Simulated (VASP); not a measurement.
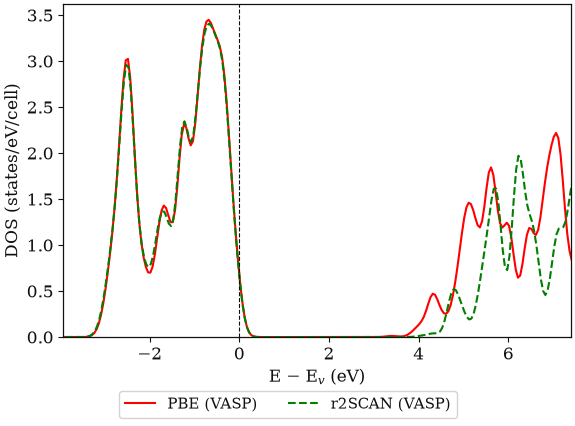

Total densities of states of MgS, space group F-43m (No. 216), 2 atoms in the cell, zincblende type, hydrostatic strain +0.4%, by two methods on the same cell. The curves are built from the levels of the k mesh with Gaussians 0.3 eV wide, which also blur the band edges. Each is counted from its own valence-band top.

How do the methods compare?

Answer. PBE (VASP) gives a gap of 3.40 eV and r2SCAN (VASP) gives a gap of 4.07 eV.

Settings. PBE (VASP): DFT, PBE, plane waves, PAW, 8×8×8 k mesh, 520 eV cutoff, Fermi-Dirac smearing of 0.02 eV (VASP 6.6.1). r2SCAN (VASP): DFT, r2SCAN, plane waves, PAW, 8×8×8 k mesh, 520 eV cutoff (VASP 6.6.1).
